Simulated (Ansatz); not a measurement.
**What a change does: single-point calculation on Ge**

System: Ge (Fd-3m, 2 atoms in the cell).
Method of the first run: Kohn-Sham DFT of a periodic cell, revPBE with D3(BJ), Ansatz PAW, no spin polarisation (Ansatz 0.2.0).

The structure derives from an entry of the Crystallography Open Database. Text and figures count atoms from 1; the logs count them from 0 in places.

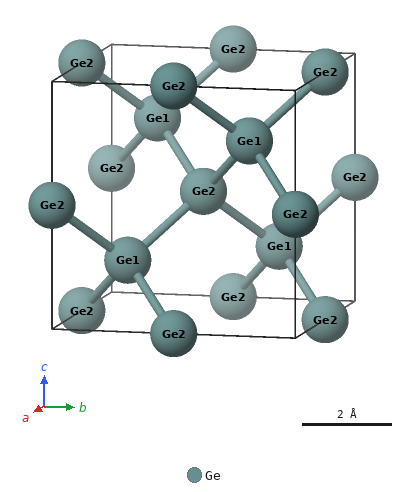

The structure (ball-and-stick view of the cell 4 times as large as that of the calculation, set on its symmetry axes, seen slightly off an axis; atoms are numbered from 1 in the order of the input). Near neighbours in the crystal (not all of them lie inside the picture): Ge has 4 Ge at 2.45 Å.

### The input, the first run
```yaml
crystal:
  lattice:
    - [0.0, 2.82891, 2.82891]
    - [2.82891, 0.0, 2.82891]
    - [2.82891, 2.82891, 0.0]
  atoms:
    - { symbol: Ge, position: [0.75, 0.75, 0.75] }
    - { symbol: Ge, position: [0.5, 0.5, 0.5] }
hamiltonian:
  xc: revpbe
  pseudopotentials: { kind: paw }
  dispersion: d3bj
kpoints:
  mp_grid: { grid: [8, 8, 8] }
scf:
  occupations: { method: fermi_dirac, width: 0.05 }
output:
  forces: true
  stress: true
  eigenvalues: true
  write_density: true
  write_potential: true
  elf: true
  volumetric_format: npy
```

Command:
```bash
ansatz run input.yaml --threads 2 --pin off --max-ram 5120MiB --backend cpu --events-out ev --progress --plain --runs-dir out
```

Hardware: 2 threads of Intel Xeon @ 2.50GHz (Skylake/Cascade Lake), 189 GiB of memory available, shared host.

### Output, shortened to warnings, some set-up lines, iterations and results (the first run)
```
Basis set: ecut = 420 eV, 893 PW (Γ), exchange–correlation on 54×54×54 points (8 copies of the dense FFT grid, shifted against one another)
Symmetry: 48 space group operations
k-points: 29 of 512
Initial density: superposition of atomic densities (neutral atoms: chi_scale 0, normalization atom), corrected by the library's trained network
[...]
SCF iter   1: F=—  HF=-8599.215345 eV  |F-HF|=—  |Δ(HF+E_count)|=         —  Δρ=1.87e-3  dr2=6.45e-4  ethr=1.77e-3  ⟨swp⟩=6.0  Hψ=2495  notcnv=0
SCF iter   2: F=—  HF=-8599.214469 eV  |F-HF|=—  |Δ(HF+E_count)|=   8.76e-4  Δρ=6.53e-4  dr2=2.97e-4  ethr=2.30e-6  ⟨swp⟩=2.0  Hψ=1137  notcnv=0
SCF iter   3: F=—  HF=-8599.214400 eV  |F-HF|=—  |Δ(HF+E_count)|=   6.86e-5  Δρ=4.36e-4  dr2=1.51e-4  ethr=1.06e-6  ⟨swp⟩=2.0  Hψ=812  notcnv=0
SCF iter   4: F=—  HF=-8599.214418 eV  |F-HF|=—  |Δ(HF+E_count)|=   1.75e-5  Δρ=1.82e-4  dr2=9.26e-6  ethr=5.38e-7  ⟨swp⟩=2.0  Hψ=929  notcnv=0
SCF iter   5: F=—  HF=-8599.214423 eV  |F-HF|=—  |Δ(HF+E_count)|=   5.33e-6  Δρ=5.27e-5  dr2=1.82e-6  ethr=3.31e-8  ⟨swp⟩=2.0  Hψ=927  notcnv=0
SCF iter   6: F=-8599.214427 eV  HF=-8599.214427 eV  |F-HF|=2.26e-7  |Δ(HF+E_count)|=   3.89e-6  Δρ=1.45e-5  dr2=9.17e-8  ethr=3.57e-10  ⟨swp⟩=6.6  Hψ=3509  notcnv=0
SCF 1 converged in 6 iterations: F = -8599.214427 eV  dr2 = 9.17e-8
SCF converged after 6 iterations
Free energy (F): -8599.214427 eV
Harris-Foulkes:  -8599.214427 eV  (|F-HF|=2.26e-7)
Internal energy: -8599.213860 eV  (E = F + TS)
E sigma→0 (E₀):  -8599.214143 eV
Entropy (-TS):   -0.000567 eV (-0.284 meV/atom)
Fermi energy:    8.735645 eV
--- Per-component energies (eV) ---
  E_band       = -295.716679
  E_kinetic    = 223.019515
  E_local      = -4940.373455  (includes V_loc(G=0)·N_el)
  E_nonlocal   = 836.611506
  E_hartree    = 2169.046481
  E_xc         = -151.350878
  E_vxc        = -129.156032  (∫ρ·V_xc dr)
  E_paw        = -4047.631649  (= ΣΔE_a)
  E_vpaw       = -623.906294  (= ΣTr[D̂ρ^β])
  E_aug_tail   = 0.000730  (compensation charges beyond the density's cutoff)
  E_ewald      = -2687.134708
  E_disp       = -1.140306  (pairwise vdW)
  E_core_change = -0.261096  (= ΣΔE_core)
  E_smearing   = -0.000567  (= −TS)
  E_closure    = -0.000000  (closes the sum)
  Σ components = -8599.214427   (vs F -8599.214427, Δ=0.00e0)
--- Forces (eV/Å), atoms counted from 1 ---
  atom   1  Ge     0.00000000    -0.00000000     0.00000000
  atom   2  Ge     0.00000000    -0.00000000     0.00000000
  max |Σ_I F_I| component: 4.39e-17 eV/Å
--- Stress (GPa, compression-positive) ---
        0.732330      -0.000000      -0.000000
        0.000000       0.732330       0.000000
        0.000000       0.000000       0.732330
  P = ⅓ Tr σ = 0.7323 GPa (7.323 kbar)
```

For the second run the input was changed thus:
```diff
-  xc: revpbe
+  xc: r2scan
-  dispersion: d3bj
+  dispersion: rvv10
```

Predict how the results change.

The total energies belong to different models, so their difference says nothing on which is more stable or more accurate. The gap on the mesh goes from 0.11 to 0.44 eV. The pressure goes from 0.73 to −0.16 GPa. The functional changes from revPBE to r2SCAN. The number of SCF iterations is the same. The default cutoff goes from 420 to 500 eV with the change. The plane waves at Γ go from 893 to 1139. On the same kind of shared host the second run took about 3.1 times as long.

### Output, shortened to warnings, some set-up lines, iterations and results (the second run)
```
Basis set: ecut = 500 eV, 1139 PW (Γ), exchange–correlation on 144×144×144 points (64 copies of the dense FFT grid, shifted against one another)
Symmetry: 48 space group operations
k-points: 29 of 512
Initial density: superposition of atomic densities (neutral atoms: chi_scale 0, normalization atom), corrected by the library's trained network
[...]
SCF iter   1: F=—  HF=-8603.359084 eV  |F-HF|=—  |Δ(HF+E_count)|=         —  Δρ=6.48e-3  dr2=5.77e-3  dr2_τ=4.50e-3  ethr=1.77e-3  ⟨swp⟩=6.0  Hψ=2455  notcnv=0
SCF iter   2: F=—  HF=-8603.369809 eV  |F-HF|=—  |Δ(HF+E_count)|=   1.07e-2  Δρ=1.46e-3  dr2=6.31e-4  dr2_τ=2.46e-5  ethr=2.06e-5  ⟨swp⟩=2.0  Hψ=1276  notcnv=0
SCF iter   3: F=—  HF=-8603.369755 eV  |F-HF|=—  |Δ(HF+E_count)|=   5.38e-5  Δρ=1.02e-3  dr2=1.56e-4  dr2_τ=2.82e-6  ethr=2.25e-6  ⟨swp⟩=2.0  Hψ=894  notcnv=0
SCF iter   4: F=—  HF=-8603.369812 eV  |F-HF|=—  |Δ(HF+E_count)|=   5.74e-5  Δρ=8.86e-5  dr2=9.90e-7  dr2_τ=3.73e-8  ethr=5.58e-7  ⟨swp⟩=2.1  Hψ=598  notcnv=0
SCF iter   5: F=—  HF=-8603.369815 eV  |F-HF|=—  |Δ(HF+E_count)|=   2.38e-6  Δρ=5.51e-6  dr2=3.69e-9  dr2_τ=3.30e-10  ethr=3.53e-9  ⟨swp⟩=2.0  Hψ=928  notcnv=0
SCF iter   6: F=-8603.369815 eV  HF=-8603.369815 eV  |F-HF|=5.09e-11  |Δ(HF+E_count)|=   6.65e-9  Δρ=8.43e-7  dr2=2.77e-10  dr2_τ=8.18e-12  ethr=1.32e-11  ⟨swp⟩=5.0  Hψ=2883  …
SCF 1 converged in 6 iterations: F = -8603.369815 eV  dr2 = 2.77e-10
SCF converged after 6 iterations
Free energy (F): -8603.369815 eV
Harris-Foulkes:  -8603.369815 eV  (|F-HF|=5.09e-11)
Internal energy: -8603.369708 eV  (E = F + TS)
E sigma→0 (E₀):  -8603.369761 eV
Entropy (-TS):   -0.000107 eV (-0.053 meV/atom)
Fermi energy:    8.573385 eV
--- Per-component energies (eV) ---
  E_band       = -317.757065
  E_kinetic    = 222.108010
  E_local      = -4943.238466  (includes V_loc(G=0)·N_el)
  E_nonlocal   = 840.061537
  E_hartree    = 2171.197610
  E_xc         = -135.815903
  E_vxc        = -135.159480  (∫ρ·V_xc dr)
  E_paw        = -4068.376341  (= ΣΔE_a)
  E_vpaw       = -651.545975  (= ΣTr[D̂ρ^β])
  E_aug_tail   = 0.000085  (compensation charges beyond the density's cutoff)
  E_vtau       = 7.620945  (kinetic-family band-sum trace: ∫τ·v_τ [+ j·A + Jᵃ·Aᵃ] dr)
  E_ewald      = -2687.134708
  E_core_change = -2.171532  (= ΣΔE_core)
  E_smearing   = -0.000107  (= −TS)
  E_closure    = 0.000000  (closes the sum)
  Σ components = -8603.369815   (vs F -8603.369815, Δ=0.00e0)
--- Forces (eV/Å), atoms counted from 1 ---
  atom   1  Ge     0.00000000    -0.00000000    -0.00000000
  atom   2  Ge     0.00000000    -0.00000000    -0.00000000
  max |Σ_I F_I| component: 3.70e-17 eV/Å
--- Stress (GPa, compression-positive) ---
       -0.155181      -0.000000      -0.000000
       -0.000000      -0.155181       0.000000
        0.000000       0.000000      -0.155181
  P = ⅓ Tr σ = -0.1552 GPa (-1.552 kbar)
```

### The two runs side by side

| quantity | the first run | the second run |
| --- | --- | --- |
| outcome | converged | converged |
| free energy per atom (eV) | −4299.6072 | −4301.6849 |
| gap on the mesh (eV) | 0.11 | 0.44 |
| pressure (GPa) | 0.73 | −0.16 |
| largest force (eV/Å) | 0.000 | 0.000 |
| SCF iterations | 6 | 6 |
| irreducible k-points | 29 | 29 |
| plane waves at Γ | 893 | 1139 |
| wall time (shared host) | 4.3 s | 13 s |

For the first run: Points of doubt noted for this run: forces on files of another functional.
